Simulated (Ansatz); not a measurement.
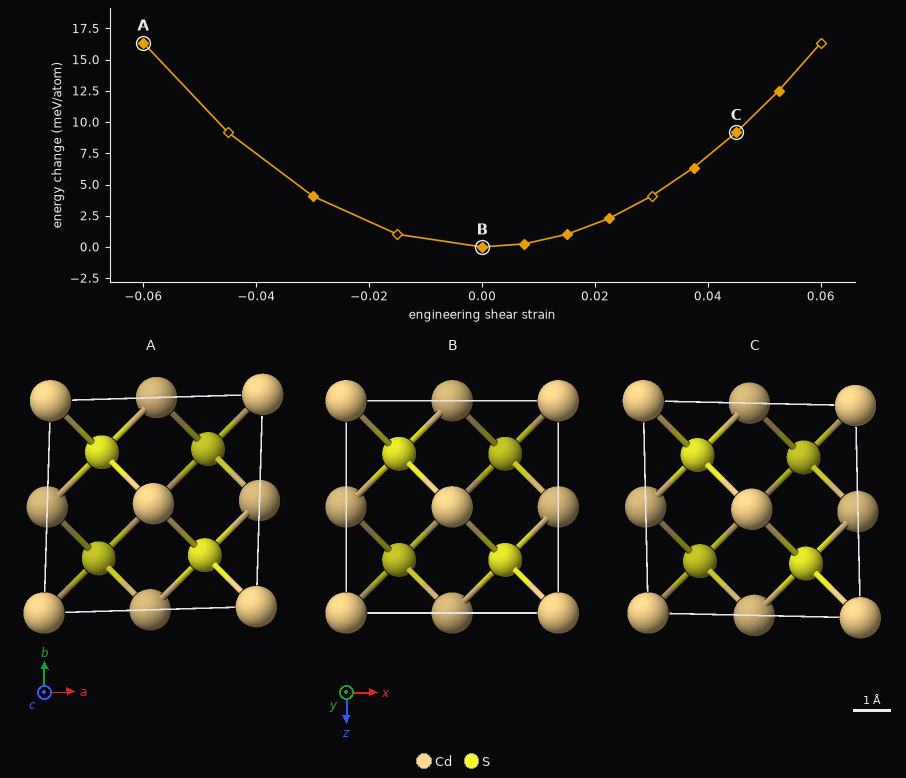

Energy scan for a crystal of CdS (F-43m), in which the cell is strained in shear in the xz plane, with the atoms kept at their fractional coordinates. x, y and z are the Cartesian axes of the input. The lettered frames are marked on the plot. Hollow markers are points alike by symmetry, not computed again. Style: ball-and-stick. Shown: the conventional cell (4 times the calculation's cell), along the c axis. Lengths and directions refer to the drawn axes.

The calculation used Ansatz, DFT r2SCAN, scalar-relativistic, plane waves, PAW. (plane-wave cutoff 500 eV; k-point mesh 8 × 8 × 8; occupations gaussian; smearing width 0.05 eV; no spin polarisation). Energies (free energies at the smearing named) are counted from the cell as listed in its source, which wasn't relaxed.

### Read off the main features of the energy profile.

The lowest computed point lies at the strain 0.00 (0.0 meV/atom). The unrelaxed reference is under a pressure of 1.9 GPa. The distortion takes the space group from F-43m to Imm2. At the strain −0.06 the cell of the drawing goes a 5.820 → 5.823 Å, b 5.820 → 5.823 Å, γ 90.0° → 86.6°.
